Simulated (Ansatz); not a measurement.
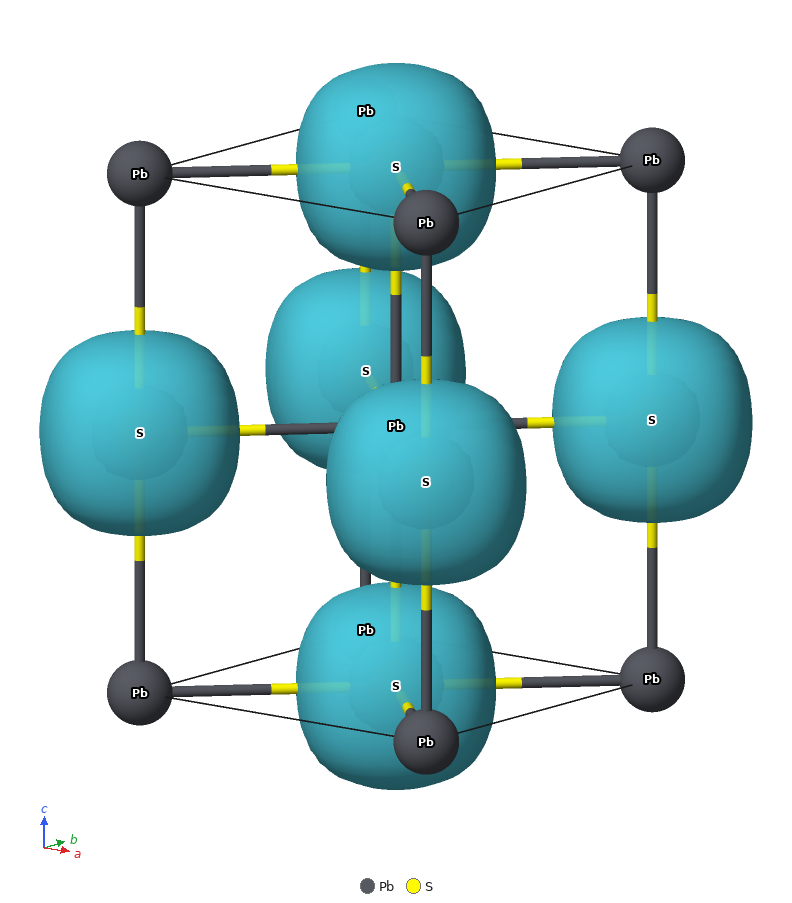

Figure. PbS. Isosurface of the ELF at 0.7 (cyan), seen at an oblique angle. Only the valence region is drawn (cores and ρ < 0.01 e/Å³ removed). Sticks mark near contacts.

Space group I4/mmm; changed on purpose from its base cell (strain -0.015 along x and y, +0.015 along z, atoms carried along); computed pressure about 3 GPa in this cell.

Theory: Ansatz, DFT PBE, scalar-relativistic, plane waves, PAW.

In a PAW calculation such maps are meaningful between the atoms, not at the nuclei.

Describe the localisation domains.

Answer. The surface consists of two regions wrapped around S (the valence shell of each), counted in one cell of 4 atoms. Regions shared between cells count once. Along the contacts the grid gives the following. Pb–S (2.92 Å): the ELF peaks at about 0.85 in the valence shell of S, 0.8 Å from its nucleus, and drops to about 0.25 between the two atoms. Pb–S (3.01 Å): the ELF peaks at about 0.85 in the valence shell of S, 0.8 Å from its nucleus, and drops to about 0.20 between the two atoms.

Does the calculation give a band gap?

Answer. It is gapped, with a Kohn–Sham gap of 0.27 eV on the k-point mesh, an upper bound to the gap of this method.
